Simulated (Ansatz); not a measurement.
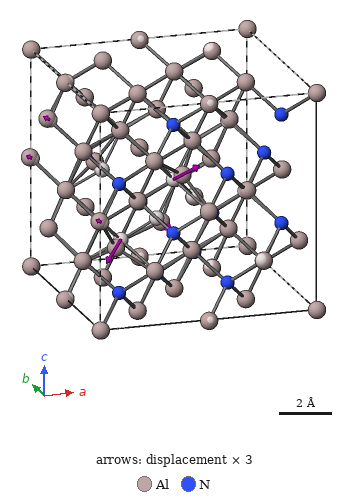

This is a relaxation of a defect cell of composition Al33N31 (cell charge +1). The starting structure is drawn faded, the final one solid; purple arrows show the displacements, 3 times their true length.

The picture is a ball-and-stick view of the cell of the calculation (origin shifted), seen from a free direction.

Level of theory: DFT, PBEsol, PAW, plane waves in Ansatz 0.2.0. Set-up: plane-wave cutoff 420 eV; k-point mesh 1 × 1 × 1; mesh shifted by (0.25, 0.25, 0.25); collinear spin; atoms relaxed in a fixed cell; force threshold 0.03 eV/Å; at most 80 steps.

> What happened in the run?

The atom that moves furthest is an Al atom (0.46 Å along [1 −1 1]). By element the largest moves are Al 0.46 Å, N 0.13 Å. The cell doesn't change. Some distances before and after: Al–Al 1.867 → 2.330 Å, Al–Al 1.965 → 2.333 Å, Al–N 1.955 → 1.855 Å, Al–N 1.813 → 1.888 Å. Among the angles between lasting bonds that change: Al–N–Al 112.8° → 97.4°, Al–Al–N 112.4° → 98.5°, Al–N–Al 111.2° → 97.4°. After 6 geometry steps the energy has fallen by 9.981 eV per cell of the calculation. Largest force component: 8.3 eV/Å at the start, 0.022 eV/Å at the end. The run took 45 s on 7 threads of Arm Neoverse-V2, peak memory 1.7 GiB.

Limits of the set-up: the cell is charged, on a uniform background, and energies carry no finite-size correction.
